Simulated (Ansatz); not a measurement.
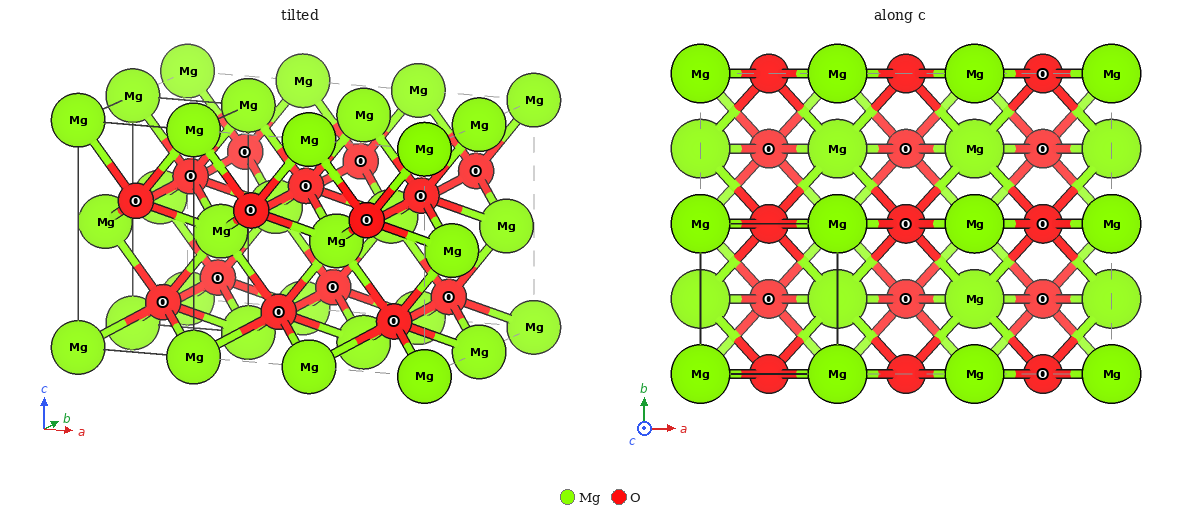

The figure gives a ball-and-stick picture of the atoms, viewed slightly off an axis and along the c axis. The drawing covers 3×2×1 cells, and the solid lines enclose one conventional unit cell.

Give a description of the structure.

The stoichiometry is MgO. Space group: Amm2 (No. 38). Lattice: base-centred orthorhombic. There are 4 atoms in the cell: 2 Mg, 2 O. About every Mg there are six O in a trigonal prismatic arrangement. O bonds to six Mg in a trigonal prismatic arrangement. The bonds build a three-dimensional framework.

It goes back to a structure listed in the Materials Project. The cell was then strained or its atoms displaced on purpose. It was the input of a calculation with Ansatz.

At this level of theory the cell isn't at rest (stretched, at -6 GPa), so its distances can differ from those at equilibrium, the more so the softer the solid.
